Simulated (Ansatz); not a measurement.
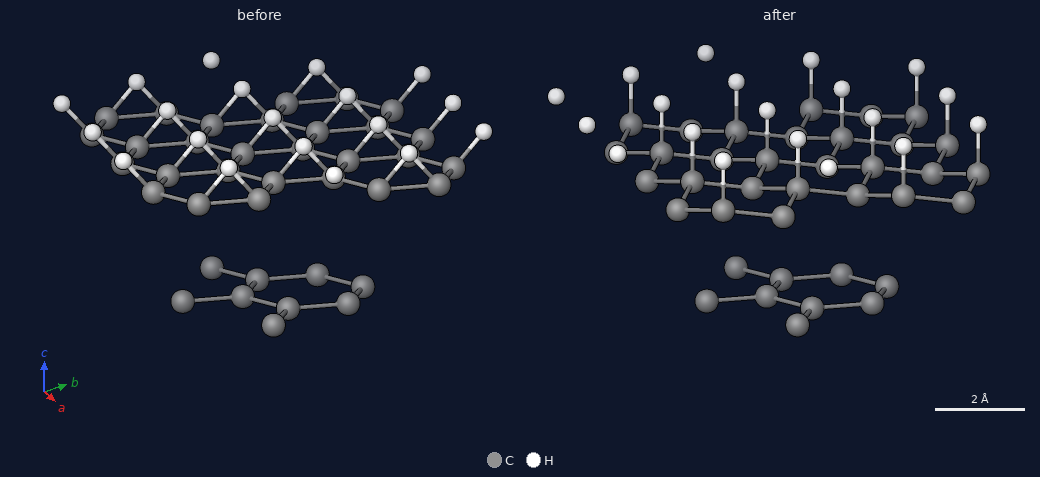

The structure of a slab of composition HC₆ (cut from the P6_3/mmc phase) before (left) and after (right) a constrained relaxation, at one scale.

A ball-and-stick model of the atoms within 5.0 Å of the atom that moves most (axes of the 3 × 3 repeat of the cell, outlined in the plane, without the vacuum), seen slightly off an axis.

Case: H put at a bridge C-C site. The slab is the (0 0 1) face of C with H on it. 2 atoms are held fixed.

These are results of DFT PBE+D3(BJ), scalar-relativistic, plane waves, PAW (Ansatz 0.2.0), not measurements. (plane-wave cutoff 420 eV; k-point mesh 12 × 12 × 1; occupations gaussian; smearing width 0.1 eV; no spin polarisation; dipole correction; atoms relaxed in a fixed cell; force threshold 0.03 eV/Å; at most 70 steps)

**What changed between the two?**

The atom that moves furthest is the H atom (0.65 Å at 70° to the normal (+c side)). Largest moves by element: H 0.65 Å, C 0.43 Å. The cell doesn't change. Near-neighbour distances that change, for instance: C–H 1.071 → 2.026 Å, C–H 1.071 → 1.174 Å, C–C 1.423 → 1.448 Å. Bonds break: C–H (1.07 → 2.03 Å). Bond angles that change, for instance: C–C–H 109.4° → 100.6°, C–C–C 120.0° → 116.7°. The energy falls by 1.583 eV per cell of the calculation in 10 accepted moves (12 points after the start). Largest force component: 7.9 eV/Å at the start, 0.0065 eV/Å at the end. The line search rejected the trial step at point 10 of the run. 1 step only repeated the SCF at the same geometry. The run took about 2.7 core-minutes on a shared host.

Limits of the set-up: the periodic images lie only 2.5 Å apart, so the values are limited by the cell's size.
